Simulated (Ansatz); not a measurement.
The Ansatz input:

```
crystal:
  lattice:
    - [3.3944329939, 0.0, 0.0]
    - [-1.697216497, 2.9396652041, 0.0]
    - [0.0, 0.0, 3.9875025885]
  atoms:
    - { symbol: Sc, position: [0.0, 0.0, 0.5] }
    - { symbol: H, position: [0.3333333333, 0.6666666667, 0.6688433441] }
    - { symbol: H, position: [0.6666666667, 0.3333333333, 0.6688433441] }
    - { symbol: H, position: [0.6666666667, 0.3333333333, 0.3311566559] }
    - { symbol: H, position: [0.3333333333, 0.6666666667, 0.3311566559] }
    - { symbol: H, position: [0.0, 0.0, 0.0] }
basis:
  ecutwfc: 420
kpoints:
  mp_grid: { grid: [12, 12, 10] }
  band_path:
    path:
      - [[0.0, 0.0, 0.0], [0.5, 0.0, 0.0], [0.33333333, 0.33333333, 0.0], [0.0, 0.0, 0.0], [0.0, 0.0, 0.5], [0.5, 0.0, 0.5], [0.33333333, 0.33333333, 0.5], [0.0, 0.0, 0.5]]
      - [[0.5, 0.0, 0.5], [0.5, 0.0, 0.0]]
      - [[0.33333333, 0.33333333, 0.5], [0.33333333, 0.33333333, 0.0]]
    npoints: 14
hamiltonian:
  xc: pbe
scf:
  occupations: { method: gaussian, width: 0.1 }
  n_extra_bands: 15
output:
  forces: true
  stress: true
  eigenvalues: true
  populations: true
  dos: { projected: true, de: 0.02, nscf_kmesh: { grid: [15, 15, 12] } }
  bader: true
  write_density: true
  write_potential: true
  elf: true
  volumetric_format: npy
```

Run as:
```bash
ansatz run input.yaml --threads 1 --pin off --max-ram 2560MiB --backend cpu --events-out ev --progress --plain --runs-dir out
```

What does the calculation give for the electronic structure? The path is Γ–M–K–Γ–A–L–H–A|L–M|H–K.

A metal: 2 bands cross the Fermi level along this path. Bands cross the Fermi level on M–K, K–Γ, Γ–A, A–L, L–H and H–A, and not on Γ–M, L–M and H–K. At H the nearest levels lie 1.22 eV below and 3.33 eV above the Fermi level. The density of states at the Fermi level is about 0.52 per eV and cell (mean within 0.25 eV), or 0.086 per atom.

The structure is an invented one, so it need not be a known or stable phase.

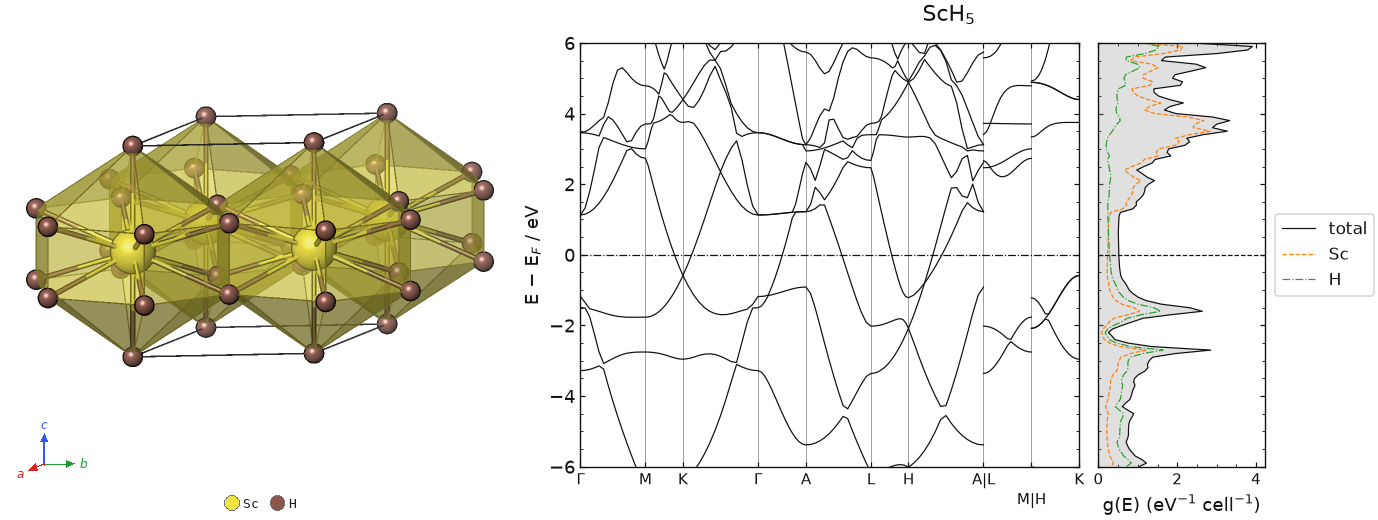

Band structure and density of states, beside the structure. Energies are counted from the Fermi level. The partial curves are projected on Löwdin-orthogonalised atomic shells.
